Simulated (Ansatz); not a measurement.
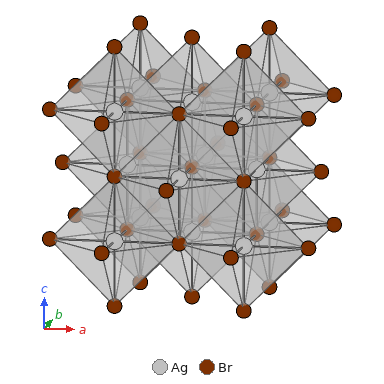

System: AgBr, space group Fm-3m (No. 225). The picture shows the conventional cell.

Structure:
```
Ag Br
1.0
     0.00000    2.89217    2.89217
     2.89217    0.00000    2.89217
     2.89217    2.89217    0.00000
Ag Br
1 1
Cartesian
  0.0000 0.0000 0.0000
  2.8922 2.8922 2.8922
```

Input of one of the runs behind the figure:
```
crystal:
  lattice:
    - [0.0, 2.8921694793, 2.8921694793]
    - [2.8921694793, 0.0, 2.8921694793]
    - [2.8921694793, 2.8921694793, 0.0]
  atoms:
    - { symbol: Ag, position: [0.0, 0.0, 0.0] }
    - { symbol: Br, position: [0.5, 0.5, 0.5] }
kpoints:
  mp_grid: { grid: [7, 7, 7] }
  band_path:
    path:
      - [0.0, 0.0, 0.0]
      - [0.5, 0.0, 0.5]
      - [0.625, 0.25, 0.625]
      - [0.375, 0.375, 0.75]
      - [0.0, 0.0, 0.0]
      - [0.5, 0.5, 0.5]
      - [0.5, 0.25, 0.75]
      - [0.5, 0.0, 0.5]
    npoints: 14
scf:
  occupations: { method: fermi_dirac, width: 0.02 }
hamiltonian:
  xc: r2scan
  pseudopotentials: { kind: paw }
output:
  forces: true
  stress: true
  eigenvalues: true
  efg: { contact_densities: true }
  populations: true
  bader: true
  dos: { projected: true, de: 0.2, e_range: [-14, 8] }
  write_density: true
  write_potential: true
  elf: true
  volumetric_format: npy
```

Command:
```bash
ansatz run input.yaml --threads 1 --pin off --max-ram 2048MiB --backend cpu --events-out ev --progress --plain --runs-dir out
```

Calculation (Ansatz 0.2.0): periodic Kohn-Sham DFT of a crystal at fixed atoms, scaled to the stated factor times the given cell; pressure positive in compression. Level: r2SCAN.

method frozen-core PAW; relativity scalar; k mesh 7×7×7; occupations Fermi–Dirac; smearing width 0.02 eV; wave cutoff 500 eV; PAW set soft_2.

V(given) is 24.19 Å³/atom.

Predict the pressure against V/V(given). The V/V(given) takes the values 0.950, 0.975, 1.000, 1.025, 1.050.

The pressure falls from 2.680 GPa at V/V(given) 0.950 to −1.940 GPa at 1.050, and changes sign near 1.000. The volume at zero pressure from a fit of the pressures is 24.2 Å³/atom. The bulk modulus from that fit is 45.7 GPa.

```tsv
V/V(given)	pressure (GPa)
0.950	2.680
0.975	1.242
1.000	0.012
1.025	-1.040
1.050	-1.940
```

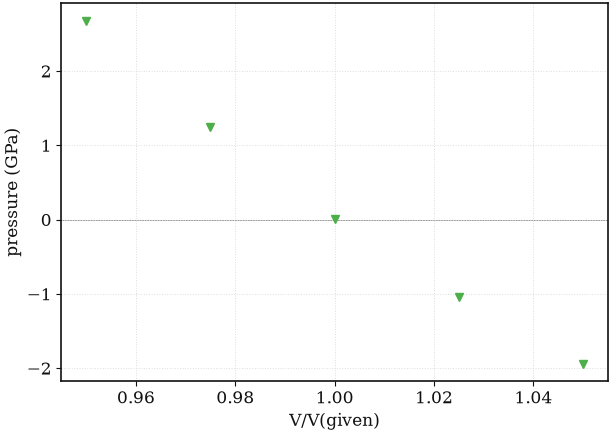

Note: PAW files made with PBE.
